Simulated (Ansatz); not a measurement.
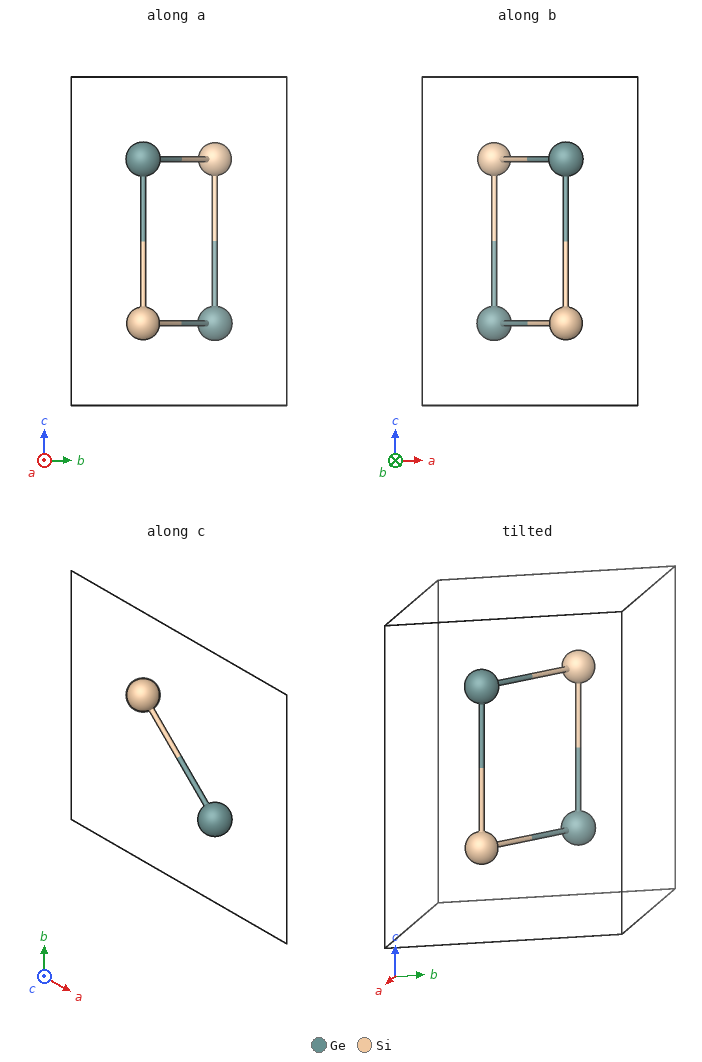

Structure drawing (ball-and-stick), viewed along the a axis, along the b axis, along the c axis and slightly off an axis. Atoms at the boundary of the conventional unit cell (the box) are drawn once for each face, edge or corner they touch.

Lattice parameters: a = 4.170 Å, b = 4.170 Å, c = 5.505 Å, α = 90.00°, β = 90.00°, γ = 120.00°. Put a along x and b in the xy plane.

Q: Convert the drawing into a POSCAR file.

A:
```
Ge Si
1.0
     4.170    0.000    0.000
    -2.085    3.611    0.000
     0.000    0.000    5.505
Ge Si
2 2
Direct
  0.3333 0.6667 0.2500
  0.6667 0.3333 0.7500
  0.6667 0.3333 0.2500
  0.3333 0.6667 0.7500
```

The cell started as a structure type filled with these elements by a generator (whether the compound takes this form wasn't checked). Earlier steps of the study may have refined or changed the cell and positions. Ansatz was used for an electronic-structure calculation on it.
